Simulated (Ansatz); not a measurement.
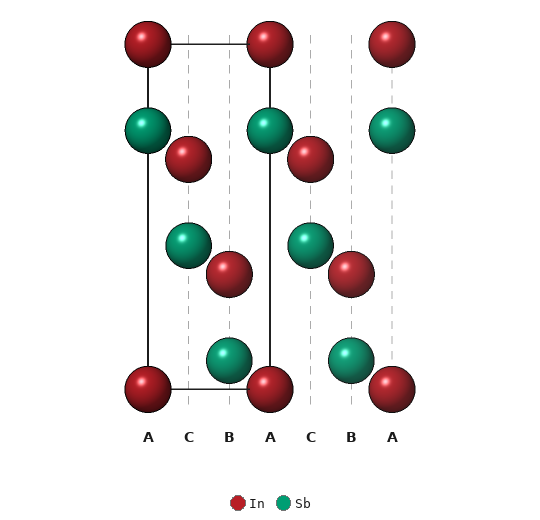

Projection along an edge of the hexagonal mesh, stacking direction [111] upwards. The dashed lines mark the three columns A (0, 0), B (1/3, 2/3) and C (2/3, 1/3). The box is the hexagonal cell of the face-centred cubic lattice. The sequence starts with the first layer at or above the cell's origin.

The compound is InSb, taken as the input geometry of an electronic-structure calculation (not necessarily at equilibrium); the starting structure was generated, so it need not be a known form of this composition.

### List the layers of one repeat.

In(A) – Sb(B) – In(B) – Sb(C) – In(C) – Sb(A) (six layers in 11.36 Å).

### How are the Sb layers alone stacked?

Sb layers alone: BCA, the cubic close-packed type.

### Which positions between or in the Sb layers do the other atoms fill?

In: three tetrahedral sites (per hexagonal cell).

### What short polytype symbol fits?

Polytype symbol 3C, the symbol of a tetrahedral polytype (number of double layers in the repeat and lattice).

Heights of the layers:

| layer | atoms (column) | height (Å) | to next (Å) |
| --- | --- | --- | --- |
| 1 | In(A) | 0.00 | 0.95 |
| 2 | Sb(B) | 0.95 | 2.84 |
| 3 | In(B) | 3.79 | 0.95 |
| 4 | Sb(C) | 4.73 | 2.84 |
| 5 | In(C) | 7.57 | 0.95 |
| 6 | Sb(A) | 8.52 | 2.84 |
